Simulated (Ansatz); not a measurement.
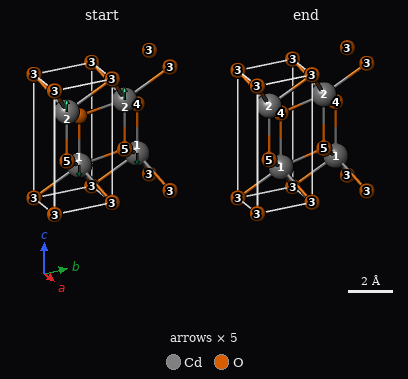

The structure of solid Cd2O3 (built on the A-type sesquioxide_164 type) (coarse preliminary run) before (left) and after (right) a relaxation, at one scale. The green arrows give the displacements (the part carried along by the change of the cell is left out), magnified 5 times.

A ball-and-stick model of the cell of the calculation, repeated 1 × 2 × 1 with one cell outlined, seen slightly off an axis.

Case: A-type sesquioxide type (P-3m1, No. 164).

All numbers below come from DFT r2SCAN, scalar-relativistic, plane waves, PAW (Ansatz 0.2.0). (plane-wave cutoff 500 eV; k-point mesh 6 × 6 × 4; occupations gaussian; smearing width 0.1 eV; no spin polarisation; cell and atoms relaxed; force threshold 0.04 eV/Å; at most 70 steps)

**Describe what moved and what it gained.**

The energy falls by 38.5 meV per atom in 5 accepted moves (7 points after the start). Largest force component: 0.39 eV/Å at the start, 0.0019 eV/Å at the end. The pressure goes from −6.62 to 0.07 GPa. The line search rejected the trial step at point 5 of the run. The SCF was repeated once at an unchanged geometry on a basis and grid sized afresh for the cell, which shifted the energy by 0.7 meV per atom at most. The largest moves relative to the cell, 0.12 Å, are those of Cd1 and Cd2. Cd2 goes along +c. Largest moves by element: Cd 0.12 Å, O 0.02 Å. Cell: a = b 3.710 → 3.514 Å (−5.3 %), c 5.772 → 5.955 Å (+3.2 %). Volume −7.4 %. Among the contacts that change: Cd1–O4 2.309 → 2.522 Å, Cd1–O3 2.567 → 2.428 Å, Cd1–O5 2.234 → 2.168 Å. Among the angles between lasting bonds that change: Cd1–O4–Cd2 106.5° → 110.6°, Cd2–O4–Cd2 112.3° → 108.3°. The space group stays P-3m1 (No. 164).
